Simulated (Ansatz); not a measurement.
This input was run:

```
crystal:
  lattice:
    - [0.0, 2.126918494, 2.126918494]
    - [2.126918494, 0.0, 2.126918494]
    - [2.126918494, 2.126918494, 0.0]
  atoms:
    - { symbol: Mg, position: [0.0, 0.0, 0.0] }
    - { symbol: O, position: [0.5, 0.5, 0.5] }
kpoints:
  mp_grid: { grid: [16, 16, 16] }
  band_path:
    path:
      - [0.0, 0.0, 0.0]
      - [0.5, 0.0, 0.5]
      - [0.625, 0.25, 0.625]
      - [0.375, 0.375, 0.75]
      - [0.0, 0.0, 0.0]
      - [0.5, 0.5, 0.5]
      - [0.5, 0.25, 0.75]
      - [0.5, 0.0, 0.5]
    npoints: 8
scf:
  occupations: { method: fermi_dirac, width: 0.05 }
hamiltonian:
  xc: pbe
  pseudopotentials: { kind: paw }
output:
  forces: true
  stress: true
  eigenvalues: true
  efg: { contact_densities: true }
  populations: true
  bader: true
  dos: { projected: true, de: 0.2, e_range: [-14, 8] }
```

What will the band structure and density of states look like? The path is Γ–X–U–K–Γ–L–W–X.

An insulator. The gap along this path is 4.46 eV and direct: both edges lie at Γ. Three bands meet at the valence-band top at Γ: it is triply degenerate (spin aside). The direct gaps are 4.46 eV at Γ and 8.35 eV at L. By projected weight, the top eV of the valence band is O almost alone.

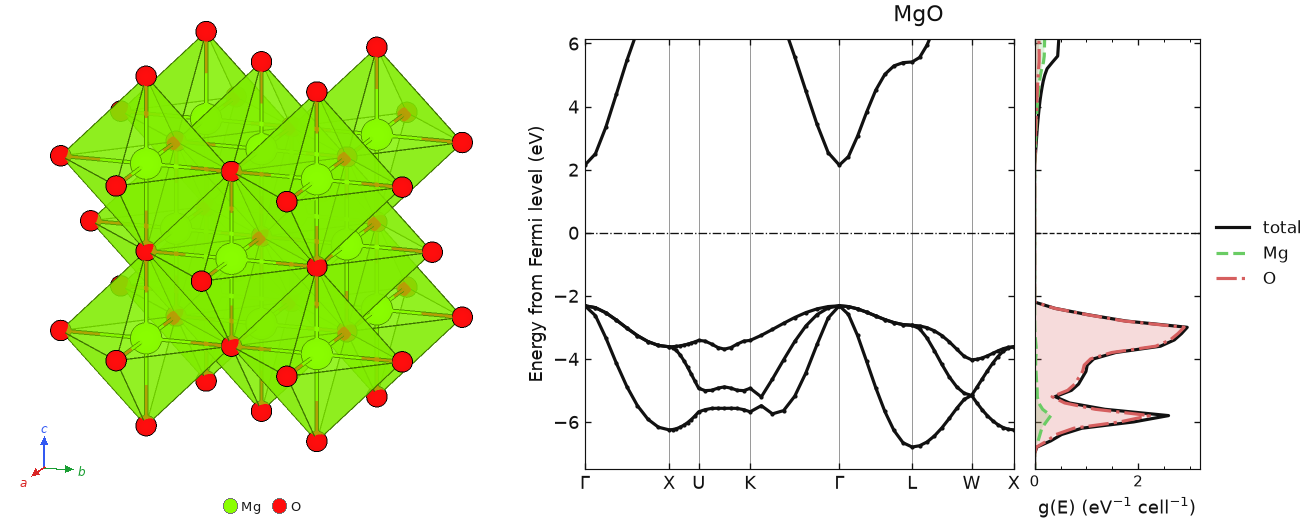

Band structure and density of states, beside the structure. Energies are counted from the Fermi level. The path runs straight from each named point to the next. The partial curves are projected on Löwdin-orthogonalised atomic shells.

Simulated data, not a measurement (program: Ansatz).
